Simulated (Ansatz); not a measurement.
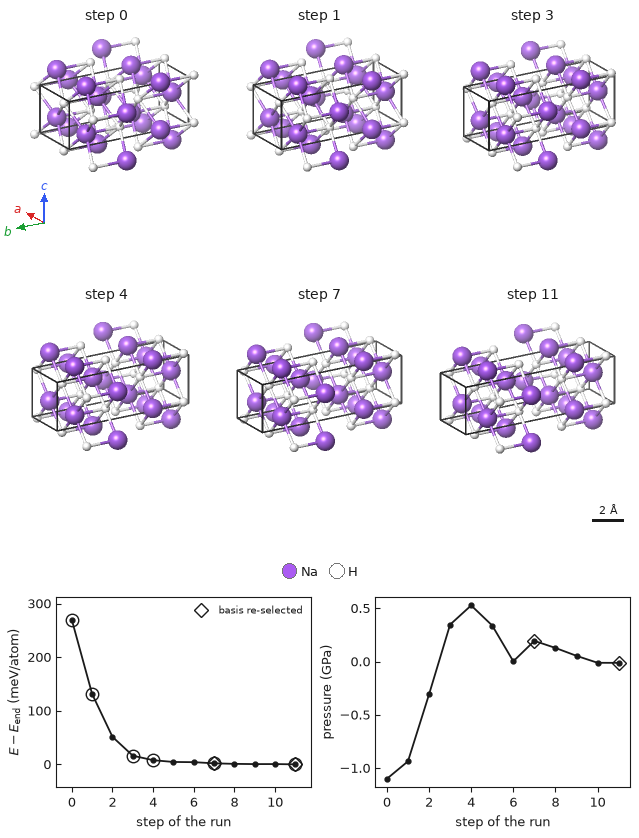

Frames of a relaxation of crystalline NaH (a generated structure, set up in Cmcm) (coarse preliminary run), marked on the history of the run. The picture is a ball-and-stick view of the conventional cell (2 times the calculation's cell), seen from a free direction. Lengths and directions refer to the drawn axes.

Computed with DFT PBE, scalar-relativistic, plane waves, PAW in Ansatz 0.2.0.

Input
```yaml
crystal:
  lattice:
    - [1.88311588, -4.64597754, 0.0]
    - [1.88311588, 4.64597754, 0.0]
    - [0.0, 0.0, 3.38352449]
  atoms:
    - { symbol: Na, position: [0.85939003, 0.14060997, 0.75] }
    - { symbol: Na, position: [0.14060997, 0.85939003, 0.25] }
    - { symbol: H, position: [0.57748276, 0.42251724, 0.75] }
    - { symbol: H, position: [0.42251724, 0.57748276, 0.25] }
basis:
  ecutwfc: 420
kpoints:
  mp_grid: { grid: [6, 6, 6] }
hamiltonian:
  xc: pbe
scf:
  occupations: { method: gaussian, width: 0.1 }
  lower_state_search: "off"
output:
  forces: true
  stress: true
  eigenvalues: true
relax:
  adjacent_minimum: "off"
  f_tol: 0.04
  max_steps: 70
  cell: { stress_tol: 0.4 }
```

Command:
```bash
ansatz run input.yaml --threads 1 --pin off --max-ram 2048MiB --backend cpu --events-out ev --progress --plain --runs-dir out
```

Describe the path.

The energy falls by 269 meV per atom in 9 accepted moves (11 points after the start). The largest force component goes from 1.2 to 0.0027 eV/Å. Pressure: −1.10 GPa at the start and −0.01 GPa at the end. The SCF was repeated twice at an unchanged geometry on a basis and grid sized afresh for the cell, which shifted the energy by 2.1 meV per atom at most. The largest moves relative to the cell, 0.77 Å, are those of H3 and H4. H3 goes along −b. By element the largest moves are H 0.77 Å, Na 0.05 Å. The volume changes by +7.1 %, with a 3.766 → 3.264 Å (−13.3 %), b 9.292 → 11.579 Å (+24.6 %), c 3.384 → 3.356 Å (−0.8 %). Among the contacts that change: Na1–Na2 3.113 → 3.754 Å, Na1–Na1 3.766 → 3.264 Å, Na1–H4 2.599 → 2.341 Å, Na1–H3 2.619 → 2.446 Å. The space group stays Cmcm (No. 63). The run took 15 s on 1 thread of Intel(R) Xeon(R) 6975P-C (Granite Rapids) (shared host), peak memory 0.4 GiB. From step 0 to 1: H atoms move most (0.20 Å), volume −1.7 %, energy −138 meV per atom. From step 1 to 3: H atoms move most (0.27 Å), volume −4.4 %, energy −115 meV per atom. From step 3 to 4: H atoms move most (0.06 Å), volume +1.4 %, energy −8.4 meV per atom. From step 4 to 7: H atoms move most (0.07 Å), volume +5.7 %, energy −5.8 meV per atom. From step 7 to 11: Na and H atoms move most (0.07 Å), volume +6.4 %, energy −1.9 meV per atom.
